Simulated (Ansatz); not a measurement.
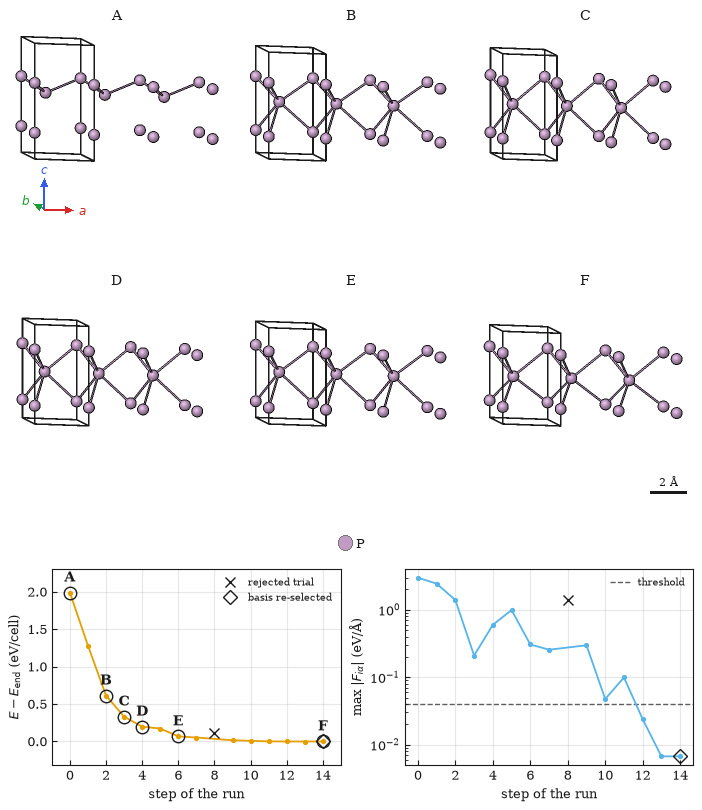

Frames of a relaxation of a crystal of P (a generated structure, set up in P3m1) (coarse preliminary run), marked on the history of the run. Style: ball-and-stick. Shown: the cell of the calculation, repeated 3 × 1 × 1 with one cell outlined, slightly off an axis.

These are results of Ansatz, DFT PBE, scalar-relativistic, plane waves, PAW, not measurements. Settings: plane-wave cutoff 420 eV; k-point mesh 6 × 6 × 4; occupations gaussian; smearing width 0.1 eV; no spin polarisation; cell and atoms relaxed; force threshold 0.04 eV/Å; at most 70 steps.

Question: Describe the path.

Answer: The energy falls by 1.990 eV per cell of the calculation in 12 accepted moves (14 points after the start). The largest force component goes from 3 to 0.0067 eV/Å. The pressure goes from 2.55 to −0.01 GPa. The line search rejected the trial step at point 8 of the run. The SCF was repeated once at an unchanged geometry on a basis and grid sized afresh for the cell, which shifted the energy by 0.7 meV per cell of the calculation at most. The atom that moves furthest relative to the cell is a P atom (0.56 Å along +c). Cell: a = b 3.460 → 3.382 Å (−2.3 %), c 6.474 → 5.190 Å (−19.8 %). Volume −23.4 %. Among the contacts that change: P–P 3.677 → 2.167 Å, P–P 2.848 → 2.469 Å, P–P 2.140 → 2.469 Å. New bonds form: P–P (3.68 → 2.17 Å). Among the angles between lasting bonds that change: P–P–P 107.9° → 86.4°. The space group (tolerance 0.01 Å) goes from P3m1 (No. 156) to P-6m2 (No. 187). Cost: 30 s on 1 thread of Arm Neoverse V2 (shared host), peak memory 0.31 GiB. From step 0 to 2: a P atom moves most (0.33 Å), volume −14.0 %, energy −1.377 eV per cell of the calculation. From step 2 to 3: a P atom moves most (0.16 Å), volume −11.5 %, energy −0.281 eV per cell of the calculation. From step 3 to 4: a P atom moves most (0.06 Å), volume −5.6 %, energy −0.134 eV per cell of the calculation. From step 4 to 6: a P atom moves most (0.08 Å), volume +8.0 %, energy −0.130 eV per cell of the calculation. From step 6 to 14: a P atom moves most (0.14 Å), volume −1.2 %, energy −67.4 meV per cell of the calculation.
